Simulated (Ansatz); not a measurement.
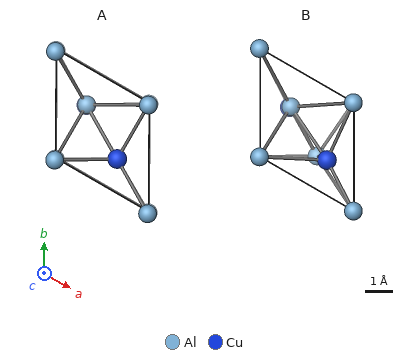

Two geometries of a crystal of Al$_{3}$Cu$_{2}$ (set up in P1), drawn at one scale. One is the start of a relaxation, the other its converged end. The picture is a ball-and-stick view of the cell of the calculation, reduced to other axes, seen along the c axis. Lengths and directions refer to the drawn axes.

All numbers below come from DFT PBEsol, scalar-relativistic, plane waves, PAW in Ansatz 0.2.0. (plane-wave cutoff 420 eV; k-point mesh 6 × 6 × 4; occupations gaussian; smearing width 0.1 eV; no spin polarisation; cell and atoms relaxed; force threshold 0.005 eV/Å; at most 100 steps)

> Which one is relaxed?

Structure A is the relaxed one. Case: cure: more steps. The largest move relative to the cell is that of an Al atom, 0.25 Å roughly along [2 0 −1]. Largest moves by element: Al 0.25 Å, Cu 0.19 Å. The drawn cell changes as follows: a 4.092 → 4.053 Å (−1.0 %), b 4.092 → 4.104 Å (+0.3 %), c 4.993 → 5.017 Å (+0.5 %), α 90.0° → 90.9°, γ 120.0° → 119.6°; the volume changes by +0.2 %. Among the contacts that change: Al–Al 2.481 → 2.791 Å, Al–Cu 2.818 → 2.545 Å, Cu–Cu 2.570 → 2.812 Å, Al–Cu 2.771 → 2.551 Å. The space group (tolerance 0.01 Å) goes from P1 (No. 1) to C2/m (No. 12). The energy falls by 0.560 eV per cell of the calculation in 6 accepted moves (7 points after the start). The largest force component goes from 1.4 to 0.0028 eV/Å. Pressure: 3.73 GPa at the start and −0.01 GPa at the end. At 1 point the geometry stayed and the basis and grid were re-selected for the new cell (energy shift of 0.1 meV per cell of the calculation at most each time). The run took 4.6 min on 1 thread of AMD EPYC (Zen 3), on a shared host, peak memory 0.43 GiB.
